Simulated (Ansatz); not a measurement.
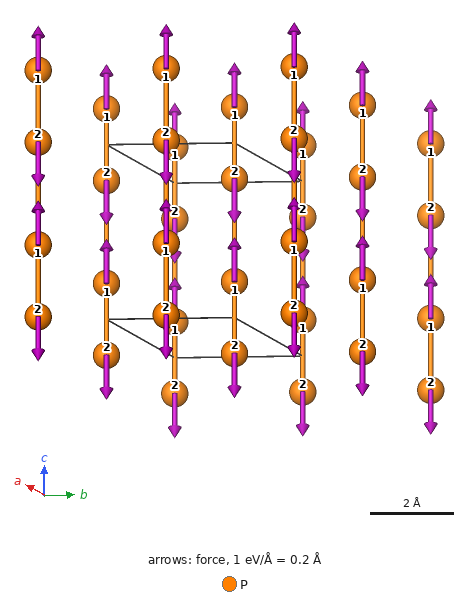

Starting geometry of crystalline P (a generated structure, set up in P6/mmm) (coarse preliminary run) with the computed forces as purple arrows. Style: ball-and-stick. Shown: the cell of the calculation, repeated 2 × 2 × 1 with one cell outlined, from a free direction.

All numbers below come from Ansatz 0.2.0, DFT PBE, scalar-relativistic, plane waves, PAW. Settings: plane-wave cutoff 420 eV; k-point mesh 6 × 6 × 4; occupations gaussian; smearing width 0.1 eV; no spin polarisation; cell and atoms relaxed; force threshold 0.04 eV/Å; at most 70 steps.

> Is this structure relaxed? If not, where do the atoms go?

It isn't relaxed: the largest force vector, on P atoms, is 5.79 eV/Å. The atoms end up moving mostly along the starting forces (cosine between the two patterns 1.00). The largest moves relative to the cell, 0.16 Å, are those of P1 and P2. P1 goes along +c. Cell: a = b 3.101 → 2.652 Å (−14.5 %), c 4.522 → 4.844 Å (+7.1 %). Volume −21.7 %. Near-neighbour distances that change, for instance: P1–P2 1.859 → 2.310 Å, P1–P1 3.101 → 2.652 Å, P1–P2 (another image) 2.663 → 2.534 Å. The space group stays P6/mmm (No. 191). The energy falls by 1.571 eV per cell of the calculation in 9 accepted moves (12 points after the start). Largest force component: 5.8 eV/Å at the start, 0.00011 eV/Å at the end. The pressure goes from 11.67 to 0.02 GPa. The line search rejected the trial steps at points 6, 8 of the run. The SCF was repeated once at an unchanged geometry on a basis and grid sized afresh for the cell, which shifted the energy by less than 0.05 meV per cell of the calculation at most. The run took 7.9 s on 1 thread of Arm Neoverse V2 (shared host), peak memory 0.27 GiB.
